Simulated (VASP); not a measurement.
**CdSe (Cadmoselite): GW quasiparticle gap**

Aim: the quasiparticle gap of CdSe (Cadmoselite), and what it costs to get it. The cell is of the wurtzite type, one of the forms listed for this formula. The start is a cell from a database of measured crystal structures.

Method: LDA; plane waves and PAW (Cd, Se), in the first sound run; inputs show where later runs differ, in VASP 6.6.1.

The database entry behind the starting cell differs from later determinations by our own check (inner coordinate of an old entry), so it need not match the best structure at ambient conditions.

## 1. The structure

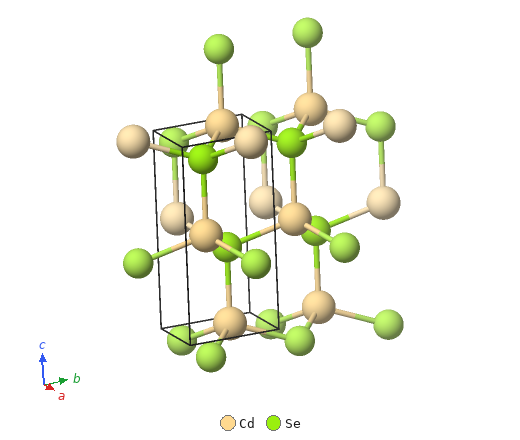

Start, viewed slightly off an axis; cadmium orange, selenium green. 1×2×1 cells are drawn. Some periodic images of atoms are drawn too.

Structure file:

```xyz
4
Lattice="4.3000 0.0000 0.0000 -2.1500 3.7239 0.0000 0.0000 0.0000 7.0200" Properties=species:S:1:pos:R:3 pbc="T T T"
Cd    2.1500    1.2413    3.5100
Cd    0.0000    2.4826    0.0000
Se    2.1500    1.2413    6.2127
Se    0.0000    2.4826    2.7027
```

## 2. Relaxation

The atoms are relaxed first inside the given cell, which is kept (ISIF = 2), since band edges depend on the positions.

Input file INCAR:

```
SYSTEM = CdSe
PREC = Accurate
ENCUT = 400
EDIFF = 1E-06
NELM = 100
ISMEAR = 0
SIGMA = 0.05
LREAL = .FALSE.
ALGO = Normal
GGA = CA
NBANDS = 24
LWAVE = .FALSE.
LCHARG = .FALSE.
KPAR = 4
IBRION = 2
NSW = 60
ISIF = 2
EDIFFG = -0.01
```

Input file POSCAR:

```
CdSe
1.0
    4.3000000000      0.0000000000      0.0000000000
   -2.1500000000      3.7239092363      0.0000000000
    0.0000000000      0.0000000000      7.0200000000
Cd Se
2 2
Direct
    0.6666666667      0.3333333333      0.5000000000
    0.3333333333      0.6666666667      0.0000000000
    0.6666666667      0.3333333333      0.8850000000
    0.3333333333      0.6666666667      0.3850000000
```

Input file KPOINTS:

```
Automatic mesh
0
Gamma
6 6 3
0 0 0
```

The projector-augmented-wave data sets are Cd and Se (PBE family, release 64).

Launch:

```console
$ mpirun -np 4 vasp_std
```

Log:

```text
[banner, memory and clock lines left out]
running    4 mpi-ranks, on    1 nodes
 distrk:  each k-point on    1 cores,    4 groups
 distr:  one band on    1 cores,    1 groups

 POSCAR found type information on POSCAR CdSe
 POSCAR found :  2 types and       4 ions
|                                                                             |
|               ----> ADVICE to this user running VASP <----                  |
|                                                                             |
|     You enforced a specific xc type in the INCAR file but a different       |
|     [... a line on the potential file left out ...]
|     I HOPE YOU KNOW WHAT YOU ARE DOING!                                     |
|                                                                             |

 LDA part: xc-table for (Slater(with rela. corr.)+CA(PZ))
 , standard interpolation
 POSCAR, INCAR and KPOINTS ok, starting setup
 FFT: planning ... GRIDC
 FFT: planning ... GRID_SOFT
 FFT: planning ... GRID
 WAVECAR not read
 entering main loop
       N       E                     dE             d eps       ncg     rms          rms(c)
DAV:   1     0.208517014331E+03    0.20852E+03   -0.15088E+04   672   0.110E+03
DAV:   2    -0.411982729449E+01   -0.21264E+03   -0.20769E+03   768   0.302E+02
DAV:   3    -0.143665697063E+02   -0.10247E+02   -0.10214E+02   832   0.678E+01
DAV:   4    -0.144360476470E+02   -0.69478E-01   -0.69461E-01   736   0.542E+00
DAV:   5    -0.144365920976E+02   -0.54445E-03   -0.54441E-03   848   0.436E-01    0.804E+00
DAV:   6    -0.136044008825E+02    0.83219E+00   -0.19197E+00   872   0.153E+01    0.642E+00
DAV:   7    -0.135686962289E+02    0.35705E-01   -0.52396E-01   768   0.394E+00    0.312E+00
DAV:   8    -0.135619649367E+02    0.67313E-02   -0.57212E-02   728   0.261E+00    0.337E-01
DAV:   9    -0.135605083170E+02    0.14566E-02   -0.96803E-03   784   0.122E+00    0.955E-02
DAV:  10    -0.135604541300E+02    0.54187E-04   -0.61878E-04   784   0.243E-01    0.538E-02
DAV:  11    -0.135604825265E+02   -0.28397E-04   -0.13822E-04   808   0.963E-02    0.205E-02
DAV:  12    -0.135604636836E+02    0.18843E-04   -0.70554E-05   768   0.782E-02    0.725E-03
DAV:  13    -0.135604642843E+02   -0.60069E-06   -0.73753E-06   832   0.149E-02
   1 F= -.13560464E+02 E0= -.13560464E+02  d E =-.135605E+02
 curvature:   0.00 expect dE= 0.000E+00 dE for cont linesearch  0.000E+00
 trial: gam= 0.00000 g(F)=  0.138E-01 g(S)=  0.000E+00 ort = 0.000E+00 (trialstep = 0.100E+01)
 search vector abs. value=  0.138E-01
 bond charge predicted
       N       E                     dE             d eps       ncg     rms          rms(c)
DAV:   1    -0.135686726406E+02   -0.82090E-02   -0.36724E+00   680   0.113E+01    0.336E-01
DAV:   2    -0.135719442995E+02   -0.32717E-02   -0.36788E-02   800   0.117E+00    0.126E-01
DAV:   3    -0.135718861978E+02    0.58102E-04   -0.25392E-04   768   0.113E-01    0.838E-02
DAV:   4    -0.135718565556E+02    0.29642E-04   -0.12699E-04   776   0.617E-02    0.129E-02
DAV:   5    -0.135718575391E+02   -0.98355E-06   -0.10714E-05   728   0.178E-02    0.605E-03
DAV:   6    -0.135718572067E+02    0.33240E-06   -0.38776E-07   440   0.339E-03
   2 F= -.13571857E+02 E0= -.13571857E+02  d E =-.113929E-01
 trial-energy change:   -0.011393  1 .order   -0.011359   -0.013835   -0.008883
 step:   2.6197(harm=  2.7936)  dis= 0.03384  next Energy=   -13.579195 (dE=-0.187E-01)
 bond charge predicted
       N       E                     dE             d eps       ncg     rms          rms(c)
DAV:   1    -0.135704386220E+02    0.14189E-02   -0.96518E+00   688   0.184E+01    0.565E-01
DAV:   2    -0.135791802482E+02   -0.87416E-02   -0.98299E-02   792   0.194E+00    0.211E-01
DAV:   3    -0.135790333215E+02    0.14693E-03   -0.67349E-04   776   0.187E-01    0.139E-01
DAV:   4    -0.135789572574E+02    0.76064E-04   -0.32084E-04   736   0.976E-02    0.216E-02
DAV:   5    -0.135789599504E+02   -0.26930E-05   -0.27575E-05   752   0.283E-02    0.994E-03
DAV:   6    -0.135789590161E+02    0.93431E-06   -0.11009E-06   536   0.567E-03
   3 F= -.13578959E+02 E0= -.13578959E+02  d E =-.184947E-01
 curvature:  -1.38 expect dE=-0.186E-04 dE for cont linesearch -0.186E-04
 trial: gam= 0.00000 g(F)=  0.135E-04 g(S)=  0.000E+00 ort =-0.432E-03 (trialstep = 0.132E+01)
 search vector abs. value=  0.135E-04
 reached required accuracy - stopping structural energy minimisation
```

Elapsed: 8.6 s, on 4 MPI ranks of Intel Xeon 6975P-C (Granite Rapids), shared host; peak memory 0.66 GiB.

The logs omit lines about the potential files and the build; timing stands in the text.

OUTCAR, selected parts (step 2):

```text
ion  position               nearest neighbor table
   1  0.667  0.333  0.500-   4 2.61   4 2.61   4 2.61   3 2.70
   2  0.333  0.667  0.000-   3 2.61   3 2.61   3 2.61   4 2.70
   3  0.667  0.333  0.885-   2 2.61   2 2.61   2 2.61   1 2.70
   4  0.333  0.667  0.385-   1 2.61   1 2.61   1 2.61   2 2.70

  LATTYP: Found a hexagonal cell.
 ALAT       =     4.3000000000
 C/A-ratio  =     1.6325581395

 Subroutine GETGRP returns: Found 12 space group operations
 (whereof  6 operations were pure point group operations)

The static configuration has the point symmetry C_3v.
 The point group associated with its full space group is C_6v.

 Found     14 irreducible k-points:

   k-points           NKPTS =     14   k-points in BZ     NKDIM =     14   number of bands    NBANDS=     24

   dimension x,y,z NGX =    28 NGY =   28 NGZ =   48
   dimension x,y,z NGXF=    56 NGYF=   56 NGZF=   96

   ENCUT  =  400.0 eV  29.40 Ry    5.42 a.u.   7.01  7.01 11.45*2*pi/ulx,y,z

   NELECT =      36.0000    total number of electrons

 k-points in reciprocal lattice and weights: Automatic mesh
   0.00000000  0.00000000  0.00000000       0.009
   0.16666667 -0.00000000  0.00000000       0.056
   0.33333333 -0.00000000  0.00000000       0.056
   0.50000000 -0.00000000  0.00000000       0.028
   0.16666667  0.16666667  0.00000000       0.056
   0.33333333  0.16666667  0.00000000       0.111
   0.33333333  0.33333333  0.00000000       0.019
   0.00000000  0.00000000  0.33333333       0.019
   0.16666667 -0.00000000  0.33333333       0.111
[...]
0.33333333  0.16666667  0.33333333       0.222
   0.33333333  0.33333333  0.33333333       0.037

 average (electrostatic) potential at core
       1 -39.9604       2 -39.9604       3 -56.4096       4 -56.4096

 E-fermi :   0.8720

 k-point     1 :       0.0000    0.0000    0.0000
  band No.  band energies     occupation
    ...
     14      -0.1208      2.00000
     15      -0.1208      2.00000
     16       0.6072      2.00000
     17       0.6643      2.00000
     18       0.6643      2.00000
     19       1.0763      0.00000
     20       2.6654      0.00000
     21       6.3664      0.00000
     22       6.3664      0.00000
     23       6.6477      0.00000
    ...

 k-point     2 :       0.1667   -0.0000    0.0000
  band No.  band energies     occupation
    ...
     14      -1.2044      2.00000
     15      -0.8222      2.00000
     16      -0.4493      2.00000
     17       0.3941      2.00000
     18       0.4658      2.00000
     19       2.4770      0.00000
     20       3.6506      0.00000
     21       5.7208      0.00000
     22       6.7358      0.00000
     23       6.7358      0.00000
    ...

 k-point     3 :       0.3333   -0.0000    0.0000
  band No.  band energies     occupation
    ...
     14      -2.4852      2.00000
     15      -2.0583      2.00000
     16      -0.9975      2.00000
     17      -0.2247      2.00000
     18       0.0753      2.00000
     19       3.4705      0.00000
     20       3.9280      0.00000
     21       5.5441      0.00000
     22       6.3215      0.00000
     23       7.0149      0.00000
    ...

  Total       -1.2187732     -1.2187732     -1.1760428      0.0000000      0.0000000      0.0000000
  in kB      -17.3711605    -17.3711605    -16.7621238      0.0000000      0.0000000      0.0000000
  external PRESSURE =     -17.1681483 kB  Pullay stress =       0.0000000 kB

  energy-cutoff  :      400.00
  volume of cell :      112.41
      direct lattice vectors                 reciprocal lattice vectors
     4.300000000  0.000000000  0.000000000     0.232558140  0.134267504  0.000000000
    -2.150000000  3.723909236  0.000000000     0.000000000  0.268535009  0.000000000
     0.000000000  0.000000000  7.020000000     0.000000000  0.000000000  0.142450142

 POSITION                                       TOTAL-FORCE (eV/Angst)
 -----------------------------------------------------------------------------------
      2.15000      1.24130      3.54384        -0.000000      0.000000     -0.008353
     -0.00000      2.48261      0.03384         0.000000     -0.000000     -0.008353
      2.15000      1.24130      6.17886         0.000000     -0.000000      0.008353
     -0.00000      2.48261      2.66886        -0.000000      0.000000      0.008353
 -----------------------------------------------------------------------------------
    total drift:                               -0.000000     -0.000000     -0.001054

  FREE ENERGIE OF THE ION-ELECTRON SYSTEM (eV)
  ---------------------------------------------------
  free  energy   TOTEN  =       -13.5789590161 eV

  energy  without entropy=      -13.5789590160  energy(sigma->0) =      -13.57895902

 reached required accuracy - stopping structural energy minimisation

[... 3 further parts left out ...]
```

The PAW data sets were made with PBE, though LDA sets exist; this is a small mismatch. The run keeps the 12 symmetry operations of its start, so it cannot find a distortion of lower symmetry.

Step by step:

```
step  energy less that of the first step (eV)  largest force (eV/Å)
   1                                   0.0000                0.2678
   2                                  -0.0114                0.1719
   3                                  -0.0185                0.0084
```

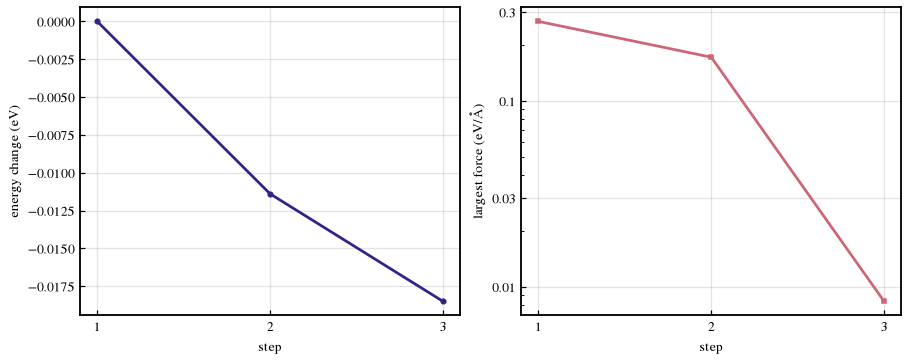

Energy and largest force along the relaxation.

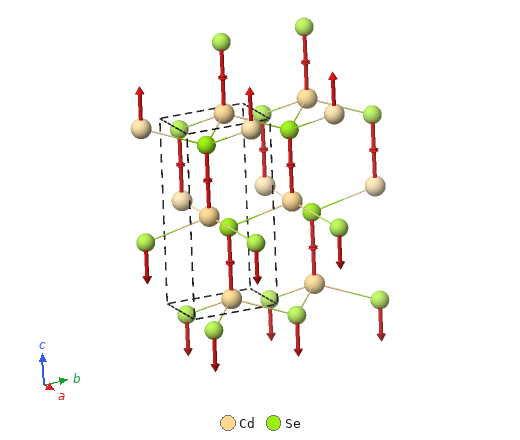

Displacements in the relaxation, exaggerated; the longest in the cell stands for 0.03 Å. 1×2×1 cells are drawn. Some periodic images of atoms are drawn too.

The atoms that moved most (Å):

| atom | dx | dy | dz | length |
| --- | --- | --- | --- | --- |
| Se3 | 0.000 | 0.000 | -0.034 | 0.034 |
| Cd1 | 0.000 | 0.000 | 0.034 | 0.034 |
| Cd2 | 0.000 | 0.000 | 0.034 | 0.034 |
| Se4 | 0.000 | 0.000 | -0.034 | 0.034 |

The relaxed structure:

```
Cd Se
1.0
     4.30000    0.00000    0.00000
    -2.15000    3.72391    0.00000
     0.00000    0.00000    7.02000
Cd Se
2 2
Direct
  0.66667 0.33333 0.50482
  0.33333 0.66667 0.00482
  0.66667 0.33333 0.88018
  0.33333 0.66667 0.38018
```

This step gave:

* free energy (TOTEN): -13.58 eV
* Fermi energy: 0.872 eV
* pressure: -1.717 GPa

At LDA, with these data sets, the largest force is down to 0.0084 eV/Å.

[end of part 1 of 5]

[Lines on the potential files, build, host, timing and source positions are cut from VASP's logs without a mark.]

[Logs are printed without paths, hosts, clocks, repeated set-up lines and the standing remarks that a program may print on its own settings, such as how far it seeks lower states.]

[Hosts, paths, dates, database ids (printed as entryN), source tags and the programs' standing remarks are cut or masked in the printed files.]

[Pressures printed for these runs are not shown converged in the cutoff: they can be off by several GPa and have the wrong sign.]
